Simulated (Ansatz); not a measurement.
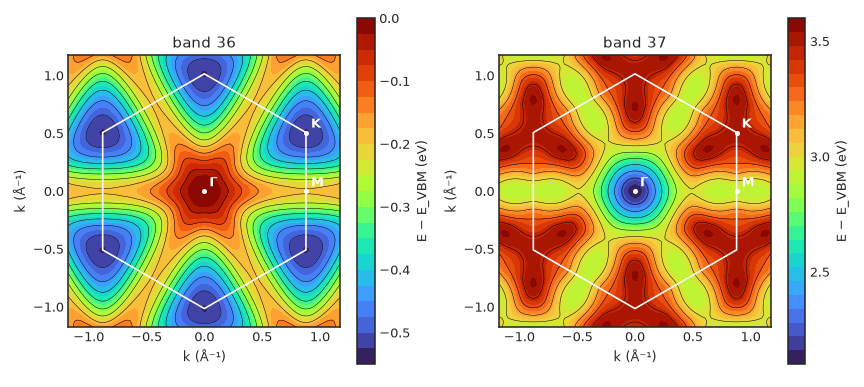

Two bands of a CuI monolayer (space group of the slab cell P-3m1) over the plane of the sheet: the highest mostly filled and the lowest mostly empty one.

All numbers here come from Ansatz, DFT PBE, scalar-relativistic, plane waves, PAW; levels and slopes on a dense k mesh at the converged density. No spin polarisation. k mesh for the levels: 54×54×1. The geometry was not relaxed. The cell comes from a database of computed structures, not from a measurement.

### Give both levels and their distance at the named points.

```tsv
point	lower band (eV)	upper band (eV)	distance (eV)
Γ	0.00	2.11	2.11
K	−0.53	3.52	4.05
M	−0.20	2.91	3.11
```

### Where are the band edges of the whole zone?

The valence band has one maximum at Γ, two bands meeting there, with masses of 0.30 and 2.78 mₑ for the two bands, each the same along x and y; the conduction band has one minimum at Γ, mass 0.32 mₑ in all directions. The gap is direct, 2.11 eV at this level of theory, which underestimates gaps and can reorder valleys that lie close.

Spin-orbit coupling, left out here, can change the gap, its kind, the place of the band edges and the masses, since the compound holds I.
